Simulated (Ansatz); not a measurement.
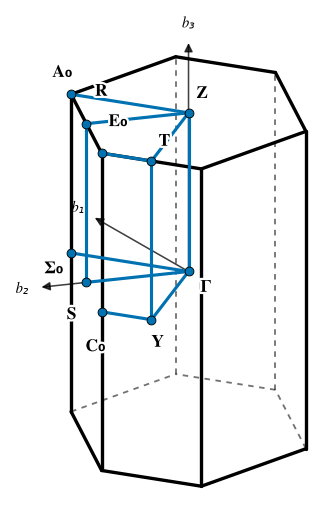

The first Brillouin zone and its special points. Crystal: AlN, the end point of a relaxation with Ansatz 0.2.0, DFT PBE, scalar-relativistic, plane waves, PAW; the starting structure was generated, so it need not be a known form of this composition. Geometry calculated from the standardised cell; symmetry tolerance 0.002 Å.

Space group No. 65, Cmmm; a = 5.929 Å, b = 9.329 Å, c = 2.950 Å, α = 90.00°, β = 90.00°, γ = 90.00°.

Labels and path follow the convention of Hinuma et al. (2017), as computed by seekpath; the arrows show the directions of the reciprocal primitive vectors b₁, b₂, b₃, in which coordinates are given; lengths include the factor 2π.

**List the special points with their coordinates and distances from Γ.**

```csv
point,k₁,k₂,k₃,length of k (1/Å)
Γ,0,0,0,0.000
Y,−1/2,1/2,0,0.673
T,−1/2,1/2,1/2,1.260
Z,0,0,1/2,1.065
S,0,1/2,0,0.628
R,0,1/2,1/2,1.236
Σ₀,0.351,0.351,0,0.744
C₀,−0.351,0.649,0,0.744
A₀,0.351,0.351,1/2,1.299
E₀,−0.351,0.649,1/2,1.299
```

**What is the zone's volume?**

(2π)³ over the primitive cell's volume of 81.59 Å³: 3.04 Å⁻³.
